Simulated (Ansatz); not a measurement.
System: Ag.

The calculation's input:

```
crystal:
  lattice:
    - [3.311308, 3.311308, -3.311308]
    - [3.311308, -3.311308, 3.311308]
    - [-3.311308, -3.311308, -3.311308]
  atoms:
    - { symbol: Ag, position: [0.0, 0.0, 0.4901836917] }
    - { symbol: Ag, position: [0.5, 0.0, 0.5] }
    - { symbol: Ag, position: [0.0, 0.5, 0.5] }
    - { symbol: Ag, position: [0.5, 0.5, 0.5] }
    - { symbol: Ag, position: [0.0, 0.0, 0.0] }
    - { symbol: Ag, position: [0.5, 0.0, 0.0] }
    - { symbol: Ag, position: [0.0, 0.5, 0.0] }
    - { symbol: Ag, position: [0.5, 0.5, 0.0] }
basis:
  ecutwfc: 500
kpoints:
  mp_grid: { grid: [10, 10, 10] }
hamiltonian:
  xc: r2scan
scf:
  occupations: { method: gaussian, width: 0.15 }
output:
  forces: true
  stress: true
  eigenvalues: true
  write_density: true
  write_potential: true
  elf: true
  volumetric_format: npy
```

Command:

```sh
ansatz run input.yaml --threads 2 --pin off --max-ram 5120MiB --backend cpu --events-out ev --progress --plain --runs-dir out
```

Below, planes, directions and counts refer to the conventional cell (a = 9.37 Å, b = 9.37 Å, c = 5.74 Å, α = 90.00°, β = 90.00°, γ = 120.00°).

Space group R3m; a structure from a database of computed crystals, not necessarily the ambient phase; changed on purpose from its base cell (atom 1 (Ag) moved +0.056 A along Cartesian [1 1 1]); computed pressure about −4 GPa in this cell.

Method: DFT r2SCAN, scalar-relativistic, plane waves, PAW in Ansatz 0.2.0.

**What can the converged valence pseudo-density and electron localisation function tell about the bonding?**

Ag–Ag (2.87 Å): ρ at the midpoint is about 0.21 e/Å³; the ELF is about 0.15 at the midpoint; no shared electron pair shows on this line.

**Does the calculation make it a metal, or give it a gap?**

It is gapless in this calculation (a metal or semimetal).

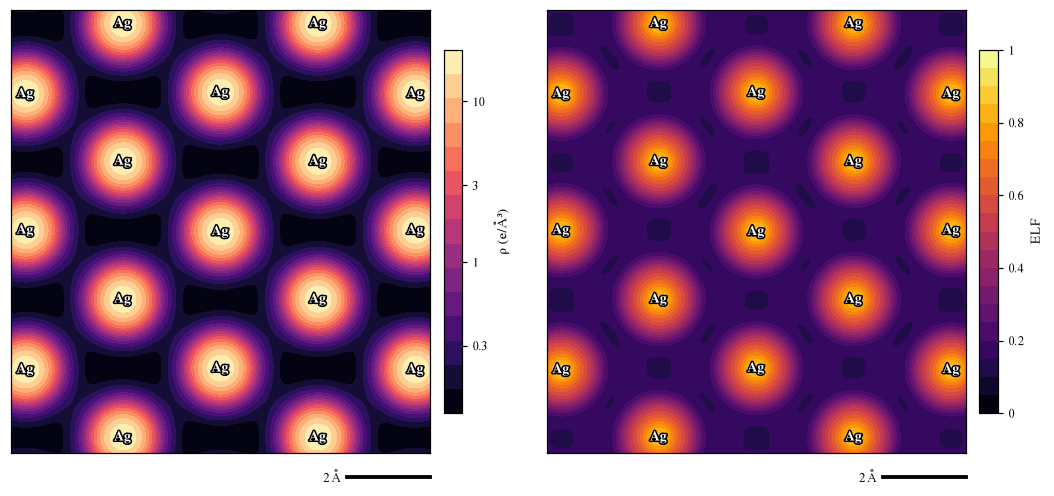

Computed valence pseudo-density and electron localisation function on the (011̄) plane of the conventional cell, in this order. 
